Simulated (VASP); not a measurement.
# Geometry relaxation, with input and output: Se (part 2 of 2)

Continued. System: Se (P3₁21, 3 atoms in the cell). Method: Kohn-Sham DFT of a periodic cell, rev-vdW-DF2, VASP PAW PBE potentials, recommended, no spin polarisation (VASP 6.6.1); cutoff 600 eV, 9×9×6 k-mesh, Gaussian smearing of 0.03 eV. The structure derives from an entry of the Crystallography Open Database.

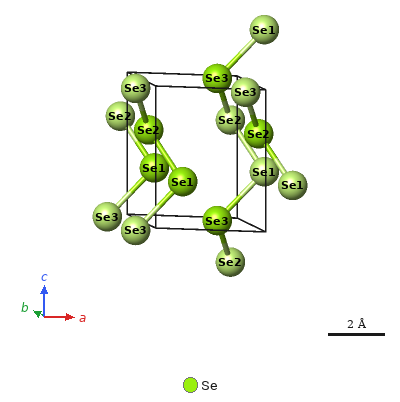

Fig. 1: The geometry at step 1 of the log (ball-and-stick view of the cell of the calculation, seen slightly off an axis; neighbours outside the cell are drawn fainter; atoms are numbered from 1 in the order of the input).

**Parts of OUTCAR, continued**
```
  FORCE on cell =-STRESS in cart. coord.  units (eV):
  Direction    XX          YY          ZZ          XY          YZ          ZX
  --------------------------------------------------------------------------------------
  -------------------------------------------------------------------------------------
  Total        0.0011148      0.0011148     -0.0155169      0.0000000      0.0000000      0.0000000
  in kB        0.0235385      0.0235385     -0.3276263      0.0000000      0.0000000      0.0000000
  external PRESSURE =      -0.0935164 kB  Pullay stress =       0.0000000 kB

 VOLUME and BASIS-vectors are now :
 -----------------------------------------------------------------------------
  energy-cutoff  :      600.00
  volume of cell :       75.88
      direct lattice vectors                 reciprocal lattice vectors
     4.118768281  0.000000000  0.000000000     0.242791032  0.140175467  0.000000000
    -2.059384140  3.566957963  0.000000000     0.000000000  0.280350935  0.000000000
     0.000000000  0.000000000  5.165027482     0.000000000  0.000000000  0.193609812

 POSITION                                       TOTAL-FORCE (eV/Angst)
 -----------------------------------------------------------------------------------
      1.01241      0.00000      1.72168         0.002431      0.000000      0.000000
     -0.50620      0.87677      3.44335        -0.001215      0.002105      0.000000
      1.55318      2.69019      0.00000        -0.001215     -0.002105      0.000000
 -----------------------------------------------------------------------------------
    total drift:                               -0.000000     -0.000000      0.000000

  FREE ENERGIE OF THE ION-ELECTRON SYSTEM (eV)
  ---------------------------------------------------
  free  energy   TOTEN  =        -6.3556700859 eV

  energy  without entropy=       -6.3556700859  energy(sigma->0) =       -6.35567009

Total vdW correction in eV:      2.7688061

--------------------------------------- Ionic step        2  -------------------------------------------

 number of electron      18.0000001 magnetization

 Free energy of the ion-electron system (eV)
  ---------------------------------------------------
  ext. energy  EPLUGINS =         0.00000000
  ---------------------------------------------------
  free energy    TOTEN  =        -6.35567376 eV

  energy without entropy =       -6.35567376  energy(sigma->0) =       -6.35567376

 E-fermi :   3.3926     XC(G=0):  -9.3684     alpha+bet : -8.4907

 val. band max:        3.2223676306   @ k =   0.3333   0.3333   0.5000
 cond. band min:       3.7454304263   @ k =   0.3333   0.3333   0.5000
 fundamental gap:      0.5230627956
 Fermi energy:         3.3926480780

 k-point     1 :       0.0000    0.0000    0.0000
  band No.  band energies     occupation
      1     -12.4793      2.00000
      2      -8.5932      2.00000
      3      -8.5932      2.00000
      4      -0.2702      2.00000
      5      -0.1427      2.00000
      6      -0.1427      2.00000
      7       1.4664      2.00000
      8       1.4664      2.00000
      9       2.7721      2.00000
     10       4.6826      0.00000
     11       4.6826      0.00000
     12       5.2751      0.00000
     13       9.6852      0.00000

 k-point     2 :       0.1111    0.0000    0.0000
  band No.  band energies     occupation
      1     -12.4035      2.00000
      2      -8.6326      2.00000
      3      -8.5781      2.00000
      4      -0.8586      2.00000
      5      -0.4429      2.00000
      6      -0.0892      2.00000
      7       1.5763      2.00000
      8       1.8890      2.00000
      9       2.7278      2.00000
     10       4.5278      0.00000
     11       4.6699      0.00000
     12       5.2943      0.00000
     13       9.5579      0.00000

 k-point     3 :       0.2222    0.0000    0.0000
  band No.  band energies     occupation
      1     -12.1922      2.00000
      2      -8.7677      2.00000
      3      -8.5381      2.00000
      4      -1.5539      2.00000
      5      -0.9026      2.00000
      6      -0.2950      2.00000
      7       1.6343      2.00000
      8       1.9912      2.00000
      9       2.4682      2.00000
     10       4.6528      0.00000
     11       4.7752      0.00000
     12       5.5602      0.00000
     13       8.9237      0.00000

 k-point     4 :       0.3333    0.0000    0.0000
  band No.  band energies     occupation
      1     -11.9042      2.00000
      2      -8.9999      2.00000
      3      -8.4897      2.00000
      4      -1.9269      2.00000
      5      -1.2757      2.00000
      6      -0.4859      2.00000
      7       0.8812      2.00000
      8       1.8873      2.00000
      9       2.3771      2.00000
     10       4.7155      0.00000
     11       4.9390      0.00000
     12       6.4366      0.00000
     13       8.2606      0.00000

 k-point     5 :       0.4444    0.0000    0.0000
  band No.  band energies     occupation
      1     -11.6712      2.00000
      2      -9.2151      2.00000
      3      -8.4564      2.00000
      4      -2.0040      2.00000
      5      -1.4848      2.00000
      6      -0.4491      2.00000
      7       0.0721      2.00000
      8       1.8374      2.00000
      9       2.3182      2.00000
     10       4.7183      0.00000
     11       4.9765      0.00000
     12       7.2132      0.00000
     13       7.8889      0.00000

 [... the levels of 18 k-points are left out ...]

 k-point    24 :      -0.1111    0.3333    0.1667
  band No.  band energies     occupation
      1     -11.8926      2.00000
      2      -9.5692      2.00000
      3      -7.9226      2.00000
      4      -1.8758      2.00000
      5      -1.3952      2.00000
      6      -0.2468      2.00000
      7       1.1846      2.00000
      8       1.9164      2.00000
      9       2.6296      2.00000
     10       4.5706      0.00000
     11       5.2565      0.00000
     12       5.6185      0.00000
     13       8.6438      0.00000

 [... further k-points ...]

------------------------ aborting loop because EDIFF is reached ----------------------------------------

  FORCE on cell =-STRESS in cart. coord.  units (eV):
  Direction    XX          YY          ZZ          XY          YZ          ZX
  --------------------------------------------------------------------------------------
  -------------------------------------------------------------------------------------
  Total        0.0046598      0.0046598     -0.0037731      0.0000000      0.0000000     -0.0000000
  in kB        0.0984084      0.0984084     -0.0796821      0.0000000      0.0000000     -0.0000000
  external PRESSURE =       0.0390449 kB  Pullay stress =       0.0000000 kB

 VOLUME and BASIS-vectors are now :
 -----------------------------------------------------------------------------
  energy-cutoff  :      600.00
  volume of cell :       75.87
      direct lattice vectors                 reciprocal lattice vectors
     4.118842119  0.000000000  0.000000000     0.242786679  0.140172955  0.000000000
    -2.059421060  3.567021909 -0.000000000    -0.000000000  0.280345909 -0.000000000
    -0.000000000  0.000000000  5.163738673    -0.000000000  0.000000000  0.193658135

 POSITION                                       TOTAL-FORCE (eV/Angst)
 -----------------------------------------------------------------------------------
      1.01254      0.00000      1.72125         0.002903      0.000000      0.000000
     -0.50627      0.87689      3.44249        -0.001452      0.002514     -0.000000
      1.55315      2.69013      0.00000        -0.001452     -0.002514     -0.000000
 -----------------------------------------------------------------------------------
    total drift:                               -0.000000     -0.000000      0.000000

  FREE ENERGIE OF THE ION-ELECTRON SYSTEM (eV)
  ---------------------------------------------------
  free  energy   TOTEN  =        -6.3556737590 eV

  energy  without entropy=       -6.3556737590  energy(sigma->0) =       -6.35567376

Total vdW correction in eV:      2.7684674

 reached required accuracy - stopping structural energy minimisation
```

**CONTCAR**
```
Se
   1.00000000000000
     4.1188421191727063    0.0000000000000000    0.0000000000000000
    -2.0594210595863531    3.5670219093797422   -0.0000000000000000
    -0.0000000000000000    0.0000000000000000    5.1637386727683756
  Se
     3
Direct
     0.2458319444642024    0.0000000000000000    0.3333333332999970
     0.0000000000000000    0.2458319444642024    0.6666666667000030
     0.7541680555357976    0.7541680555357976    0.0000000000000000

  0.00000000E+00  0.00000000E+00  0.00000000E+00
  0.00000000E+00  0.00000000E+00  0.00000000E+00
  0.00000000E+00  0.00000000E+00  0.00000000E+00
```

**Trajectory as extended XYZ (Å, eV, eV/Å), 2 frames, from step=0 to step=1**
```
3
Lattice="4.1188 0.0000 0.0000 -2.0594 3.5670 0.0000 0.0000 0.0000 5.1650" Properties=species:S:1:pos:R:3:forces:R:3 step=0 energy=-6.35567
Se    1.0124    0.0000    1.7217    0.0024   0.0000   0.0000
Se   -0.5062    0.8768    3.4434   -0.0012   0.0021   0.0000
Se    1.5532    2.6902    0.0000   -0.0012  -0.0021   0.0000
3
Lattice="4.1188 0.0000 0.0000 -2.0594 3.5670 -0.0000 -0.0000 0.0000 5.1637" Properties=species:S:1:pos:R:3:forces:R:3 step=1 energy=-6.35567
Se    1.0125    0.0000    1.7212    0.0029   0.0000   0.0000
Se   -0.5063    0.8769    3.4425   -0.0015   0.0025   0.0000
Se    1.5532    2.6901    0.0000   -0.0015  -0.0025   0.0000
```

This output came from the following input.

**INCAR**
```
PREC     = Accurate       # precision mode
ENCUT    = 600            # plane-wave cutoff, eV
EDIFF    = 1E-7           # SCF threshold, eV
ISMEAR   = 0              # smearing method
SIGMA    = 0.03           # smearing width, eV
LREAL    = False          # projectors in reciprocal space
LASPH    = True           # aspherical terms in the spheres
NELM     = 80             # most SCF steps
ALGO     = Normal         # electronic algorithm
ISIF     = 3              # what is computed and relaxed
LWAVE    = False          # write WAVECAR
LCHARG   = False          # write CHGCAR
GGA      = MK             # functional
LUSE_VDW = True         
AGGAC    = 0.0          
PARAM1   = 0.1234       
PARAM2   = 0.711357     
ZAB_VDW  = -1.8867      
IBRION   = 2              # ionic algorithm
NSW      = 90             # ionic steps
EDIFFG   = -0.005         # ionic threshold
KPAR     = 2
```

**KPOINTS**
```
regular mesh
0
Gamma
  9 9 6
```

**POSCAR**
```
Se                                      
1.0
    4.1187682806     -0.0000000000     -0.0000000000
   -2.0593841403      3.5669579633     -0.0000000000
   -0.0000000000     -0.0000000000      5.1650274823
  Se            
     3
Direct
     0.2458034752778075    0.0000000000000000    0.3333333332999970
     0.9999999999999997    0.2458034752778070    0.6666666667000030
     0.7541965247221928    0.7541965247221931    0.0000000000000000
```

Command:
```bash
cat potpaw_PBE.64/Se/POTCAR > POTCAR
mpirun -np 2 vasp_std > vasp.out
```

**Summary**

| quantity | value |
| --- | --- |
| outcome | converged |
| space group (tolerance 0.01 Å) | P3₁21 (152) |
| electrons treated | 18 |
| free energy | −6.3557 eV |
| Fermi energy | 3.393 eV |
| gap on the k-point mesh | 0.52 eV |
| pressure | 0.00 GPa |
| final volume | 75.87 Å³ |
| largest force (length of the vector) at the end | 0.003 eV/Å |
| final cell | a = 4.119 Å, b = 4.119 Å, c = 5.164 Å, α = 90.00°, β = 90.00°, γ = 120.00° |
| hardware | 2 threads of Intel Xeon (Granite Rapids), 192 GiB of memory available, shared host |
| wall time | 1.9 min (CPU time 3.7 min) |
| peak memory | 0.54 GiB |
